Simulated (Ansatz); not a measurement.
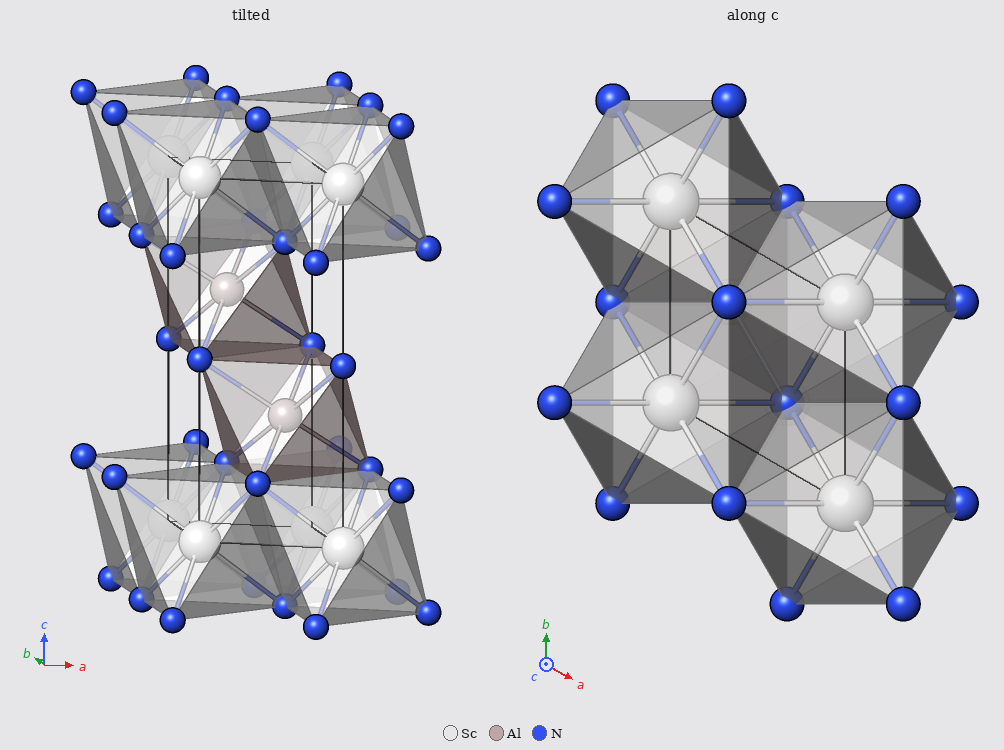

Polyhedral representation of a periodic structure, projected slightly off an axis and along the c axis. The conventional unit cell is drawn as a box. Some neighbours outside the box are added. Cell: a = 3.00 Å, b = 3.00 Å, c = 7.31 Å, α = 90.00°, β = 90.00°, γ = 120.00°.

The model was built from a structure type filled with these elements by a generator (whether the compound takes this form wasn't checked). Earlier steps of the study may have refined or changed the cell and positions. It was run through Ansatz as a DFT input.

What structure is drawn here?

Answer. The material is ScAl2N3. The symmetry is that of P-3m1 (No. 164), on a primitive hexagonal lattice. It has 6 atoms to the cell (1 Sc, 2 Al, 3 N). The polyhedra are AlN6 octahedra and ScN6 octahedra; they share corners and edges. About every Sc there are six N in an octahedral arrangement at about 2.2 Å. Al is coordinated by six N in an octahedral arrangement at about 2.1 Å. N takes two kinds of site: 2d with three Sc and three Al in an octahedral arrangement (about 2.2 Å to Sc, 2.1 Å to Al); 1b with six Al in an octahedral arrangement at about 2.1 Å. The bonds build a three-dimensional framework.

Method used: DFT PBE, scalar-relativistic, plane waves, PAW (Ansatz 0.2.0). It ran with plane-wave cutoff 420 eV, Brillouin-zone sampling on a 12×12×4 mesh, Gaussian smearing of 0.02 eV, no spin polarisation.

Is it conducting or gapped at this level?

Answer. A semiconductor at this level, with a gap of 1.07 eV, indirect.

State the Bader charges by element.

Answer. Sc +1.80 e; Al +2.46 e; N -2.44 to -2.14 e.

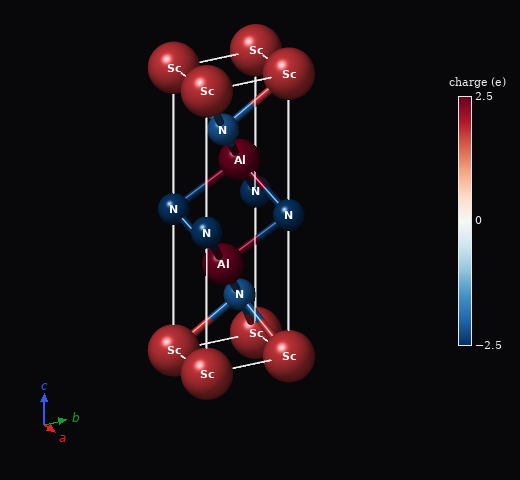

The atoms coloured by those charges. The run's cell of 6 atoms is drawn.

Is this the optimised geometry for these settings?

Answer. Yes. All forces vanish to within 0.01 eV/Å. The pressure is 0.0 GPa, close to zero.
